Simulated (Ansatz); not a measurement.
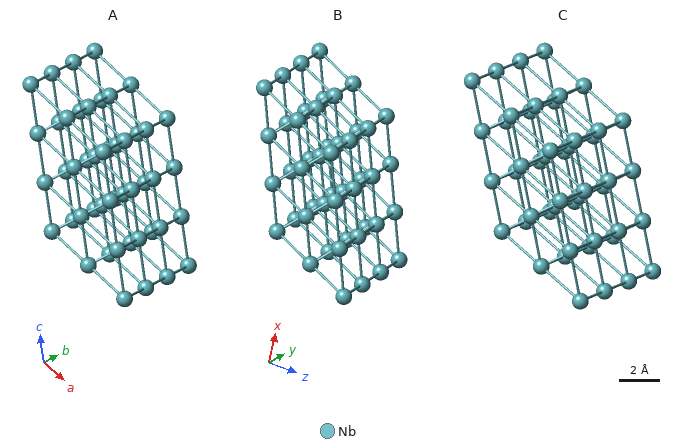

Solid Nb (Im-3m): the cell is strained along z alone, with the atoms kept at their fractional coordinates. x, y and z are the Cartesian axes of the input. The picture is a ball-and-stick view of the cell of the calculation, repeated 2 × 3 × 3 with one cell outlined, seen slightly off an axis.

Method: DFT PBE, scalar-relativistic, plane waves, PAW in Ansatz 0.2.0. Settings: plane-wave cutoff 420 eV; k-point mesh 20 × 20 × 20; occupations gaussian; smearing width 0.15 eV; no spin polarisation. Energies (free energies at the smearing named) are counted from the cell as listed in its source, which wasn't relaxed.

> Rank the frames from lowest to highest energy.

Lowest first: A (the strain 0.00, 0.0 meV/atom), B (the strain −0.10, 126.7 meV/atom), C (the strain 0.10, 140.8 meV/atom). Over the whole scan: the lowest computed point lies at the strain 0.00 (0.0 meV/atom). The end points stand at 126.7 meV/atom (−0.10) and 140.8 meV/atom (0.10). The unrelaxed reference is under a pressure of −2.7 GPa, which tilts the curve. The distortion takes the space group from Im-3m to I4/mmm. At the strain −0.10 the cell of the drawing goes a 2.882 → 2.789 Å, b 2.882 → 2.789 Å, c 2.882 → 2.789 Å, α 109.5° → 106.8°, β 109.5° → 106.8°, γ 109.5° → 115.1°.
